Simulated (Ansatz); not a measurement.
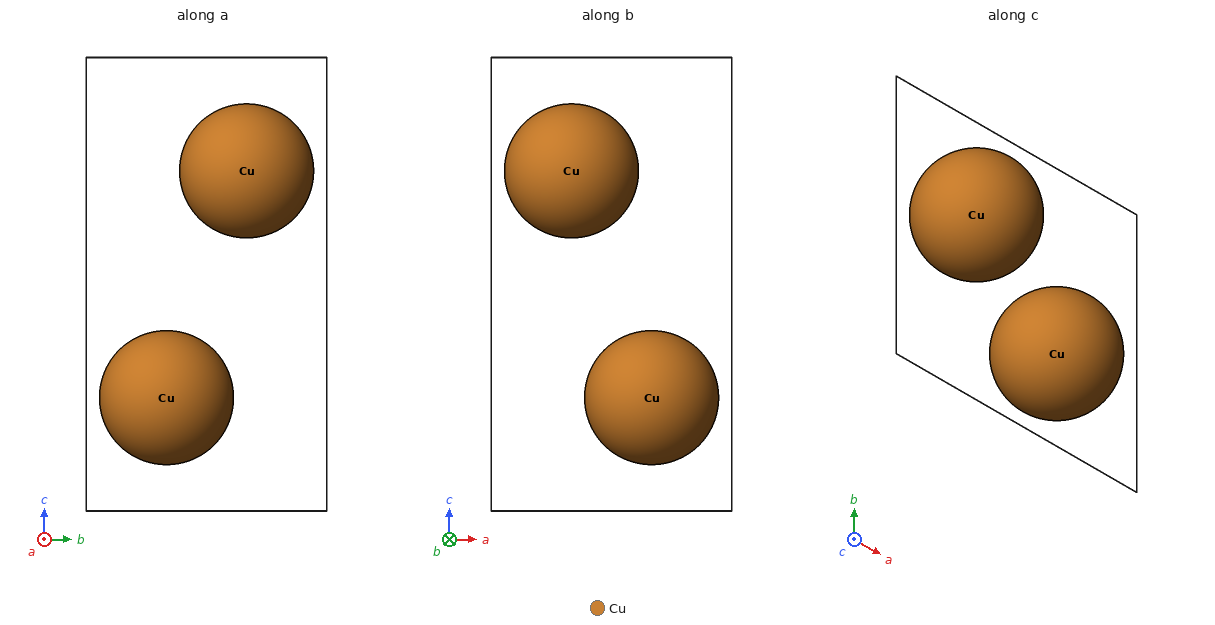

Crystal structure, spheres-only style, seen along the a axis, along the b axis and along the c axis. The parallelepiped is the conventional unit cell.

Lattice parameters: a = 2.5989 Å, b = 2.5989 Å, c = 4.2463 Å, α = 90.000°, β = 90.000°, γ = 120.000°.

Record the structure as a CIF with its space group and independent sites.

```cif
data_structure
_symmetry_space_group_name_H-M 'P 63/m m c'
_symmetry_Int_Tables_number 194
_cell_length_a 2.5989
_cell_length_b 2.5989
_cell_length_c 4.2463
_cell_angle_alpha 90.000
_cell_angle_beta 90.000
_cell_angle_gamma 120.000
_cell_volume 24.84
loop_
_atom_site_label
_atom_site_type_symbol
_atom_site_symmetry_multiplicity
_atom_site_Wyckoff_symbol
_atom_site_fract_x
_atom_site_fract_y
_atom_site_fract_z
_atom_site_occupancy
Cu1 Cu 2 d 0.3333 0.6667 0.7500 1
```

The structure was taken from a structure type filled with this element by a generator (whether the element takes this form wasn't checked). It is drawn as it came out of a relaxation with Ansatz 0.2.0, DFT, RPBE, plane waves (420 eV) with PAW, scalar-relativistic.
